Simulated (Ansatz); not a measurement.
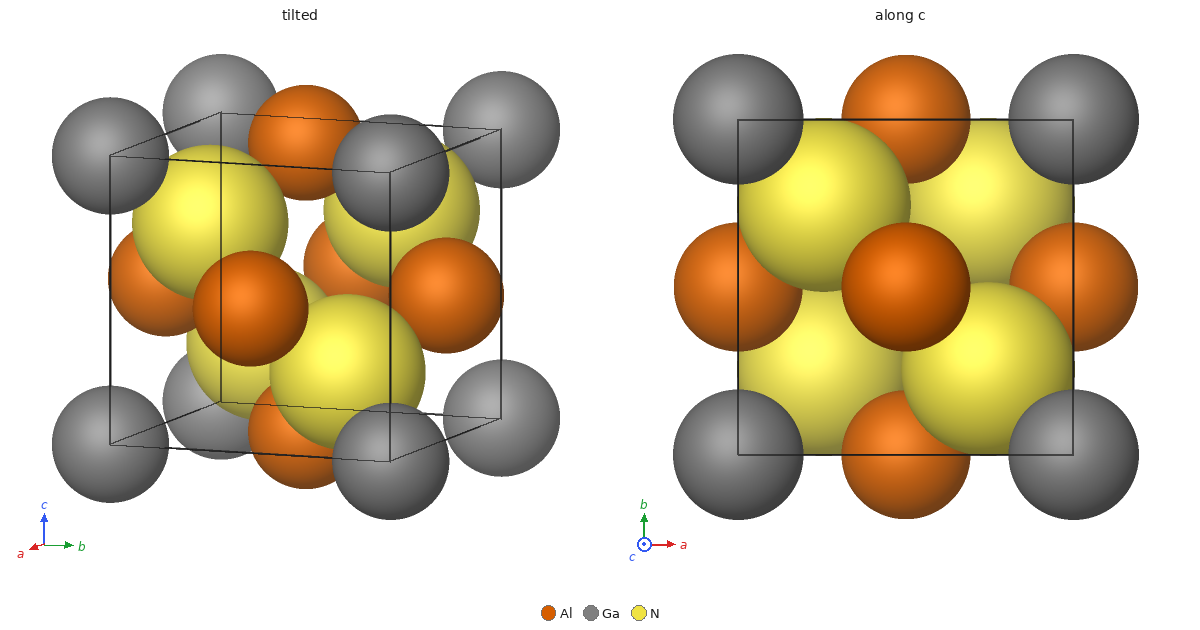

Structure drawing (space-filling), viewed slightly off an axis and along the c axis. The frame is the conventional unit cell; atoms at its boundary are shown with their periodic copies. Cell: a = 4.473 Å, b = 4.473 Å, c = 4.332 Å, α = 90.00°, β = 90.00°, γ = 90.00°.

Formula: Al$_{3}$GaN$_{4}$. It is primitive tetragonal, space group P-42m (No. 111). The cell comprises 1 formula unit: 3 Al, 1 Ga, 4 N. The Al atoms are each bonded to four N in a tetrahedral arrangement at about 1.9 Å. Ga bonds to four N in a tetrahedral arrangement at about 2.0 Å. Each N atom is coordinated by three Al and one Ga in a tetrahedral arrangement (about 1.9 Å to Al, 2.0 Å to Ga).

Its origin is a structure listed in the Materials Project. The cell was then strained or its atoms displaced on purpose. It was run through Ansatz as a DFT input.
